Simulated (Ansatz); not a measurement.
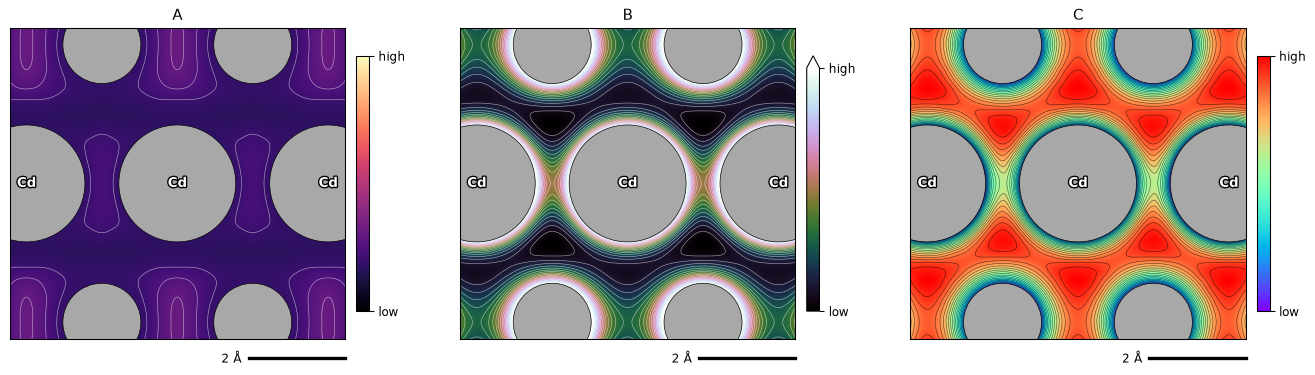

Cd: 3 fields on the (100) plane of the conventional cell, with unlabelled colour scales. Grey discs cover the atomic cores.

Space group P6₃/mmc; changed on purpose from its base cell (strain +0.050 along x and y, +0.025 along z, atoms carried along); computed pressure about −6 GPa in this cell.

These are results of DFT PBEsol, scalar-relativistic, plane waves, PAW in Ansatz 0.2.0, not measurements.

Input file:

```
crystal:
  lattice:
    - [3.1278161335, 0.0, 0.0]
    - [-1.5639080667, 2.70876823, 0.0]
    - [0.0, 0.0, 5.75809125]
  atoms:
    - { symbol: Cd, position: [0.3333333333, 0.6666666667, 0.25] }
    - { symbol: Cd, position: [0.6666666667, 0.3333333333, 0.75] }
basis:
  ecutwfc: 420
kpoints:
  mp_grid: { grid: [18, 18, 8] }
hamiltonian:
  xc: pbesol
scf:
  occupations: { method: gaussian, width: 0.15 }
output:
  forces: true
  stress: true
  eigenvalues: true
  write_density: true
  write_potential: true
  elf: true
  volumetric_format: npy
```

Run with:

```sh
ansatz run input.yaml --threads 1 --pin off --max-ram 2560MiB --backend cpu --events-out ev --progress --plain --runs-dir out
```

Below, planes, directions and counts refer to the conventional cell (a = 3.13 Å, b = 3.13 Å, c = 5.76 Å, α = 90.00°, β = 90.00°, γ = 120.00°).

Q: Match the panels to the quantities (electron localisation function, electrostatic potential energy of an electron and valence pseudo-density).

A: Panel A: electron localisation function. Panel B: valence pseudo-density. Panel C: electrostatic potential energy of an electron (low next to the atoms, rising into the space between them). From the grid: Cd–Cd (3.13 Å): the density is about 0.16 e/Å³ at the midpoint; the ELF is about 0.25 at the midpoint; no localised pair shows between them.
